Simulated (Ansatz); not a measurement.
## Electronic structure of YZr₇O₁₆ (cell charge −1, with a compensating background) (cell with a defect) in real space

```cif
data_structure
_symmetry_space_group_name_H-M 'P 1'
_symmetry_Int_Tables_number 1
_cell_length_a 7.2349
_cell_length_b 7.2349
_cell_length_c 7.2349
_cell_angle_alpha 60.000
_cell_angle_beta 60.000
_cell_angle_gamma 60.000
_cell_volume 267.78
loop_
_atom_site_label
_atom_site_type_symbol
_atom_site_fract_x
_atom_site_fract_y
_atom_site_fract_z
_atom_site_occupancy
Y1 Y 0.50006 0.49654 0.00192 1
Zr1 Zr 0.00117 0.49538 0.00084 1
Zr2 Zr 0.49895 0.99764 0.00080 1
Zr3 Zr 0.99841 0.99488 0.00356 1
Zr4 Zr 0.50177 0.49807 0.50030 1
Zr5 Zr 0.00119 0.49534 0.50304 1
Zr6 Zr 0.49897 0.99763 0.50302 1
Zr7 Zr 0.00008 0.99650 0.50192 1
O1 O 0.38807 0.38376 0.38545 1
O2 O 0.84362 0.35801 0.39881 1
O3 O 0.36148 0.84008 0.40009 1
O4 O 0.89672 0.89485 0.34547 1
O5 O 0.38704 0.38482 0.84313 1
O6 O 0.88357 0.33772 0.89010 1
O7 O 0.34122 0.88012 0.88905 1
O8 O 0.89797 0.89361 0.86338 1
O9 O 0.14657 0.14236 0.13070 1
O10 O 0.59590 0.10379 0.15004 1
O11 O 0.10700 0.59277 0.15066 1
O12 O 0.64817 0.64528 0.09799 1
O13 O 0.14580 0.14311 0.58086 1
O14 O 0.62865 0.07567 0.64845 1
O15 O 0.07880 0.62536 0.64776 1
O16 O 0.64882 0.64463 0.60903 1
```

Theory: DFT PBE, scalar-relativistic, plane waves, PAW (Ansatz).

In a PAW calculation such maps are meaningful between the atoms, not at the nuclei.

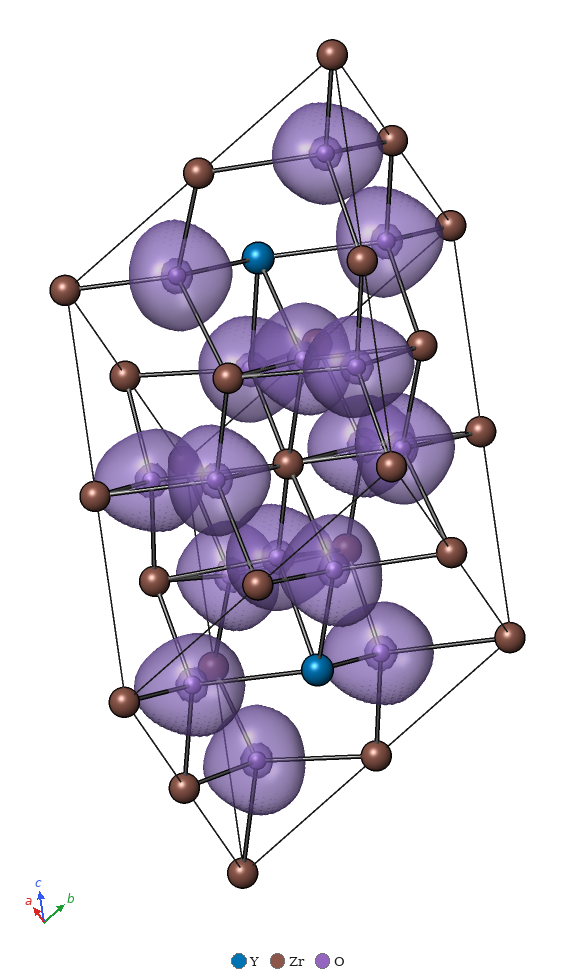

Figure 1. Isosurface of the electron localisation function at 0.6 (purple), seen at an oblique angle. Only the valence region is drawn (cores and ρ < 0.01 e/Å³ removed). Sticks mark near contacts.

Question: What do the ELF domains correspond to?

Answer: The ELF exceeds this value in 16 regions wrapped around O (the valence shell of each), counted in one cell of 24 atoms. Any copies at cell faces, edges or corners count once.


Zr–O (2.03 Å): the ELF peaks at about 0.85 in the valence shell of O, 0.6 Å from its nucleus, and drops to about 0.25 between the two atoms (no shared electron pair shows on this line). Y–O (2.27 Å): the ELF peaks at about 0.85 in the valence shell of O, 0.6 Å from its nucleus, and drops to about 0.15 between the two atoms (a largely ionic contact).

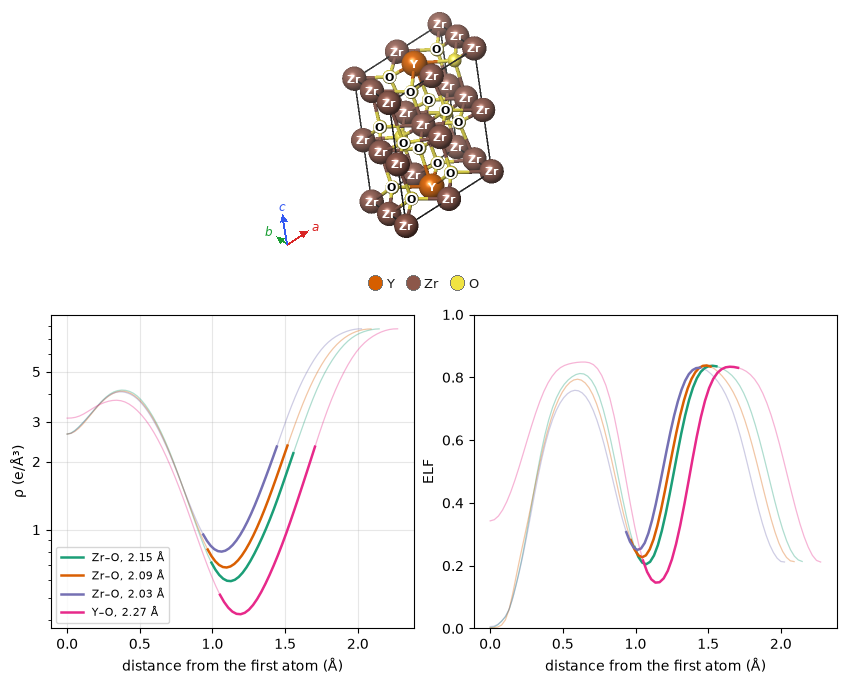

Figure 2. Valence charge density (pseudo) and ELF along straight lines between neighbouring atoms. Thin, pale parts lie inside the atomic spheres. The structure is drawn too.

Question: What can be read from the curves?

Answer: Zr–O (2.15 Å): the density is about 0.61 e/Å³ at the midpoint; the ELF peaks at about 0.85 in the valence shell of O, 0.6 Å from its nucleus, and drops to about 0.20 between the two atoms (no shared electron pair shows on this line).
Zr–O (2.09 Å): ρ is about 0.7 e/Å³ halfway; the ELF peaks at about 0.85 in the valence shell of O, 0.6 Å from its nucleus, and drops to about 0.25 between the two atoms (no localised pair shows between them).
Zr–O (2.03 Å): ρ is about 0.82 e/Å³ halfway; the ELF peaks at about 0.85 in the valence shell of O, 0.6 Å from its nucleus, and drops to about 0.25 between the two atoms; no localised pair shows between them.
Y–O (2.27 Å): ρ at the midpoint is about 0.43 e/Å³; the ELF peaks at about 0.85 in the valence shell of O, 0.6 Å from its nucleus, and drops to about 0.15 between the two atoms: a largely ionic contact.

Question: Metal or insulator at this level of theory?

Answer: It is gapped, with a Kohn–Sham gap of 4.0 eV on the k-point mesh (the band edges may lie off the mesh, which would make the gap smaller).
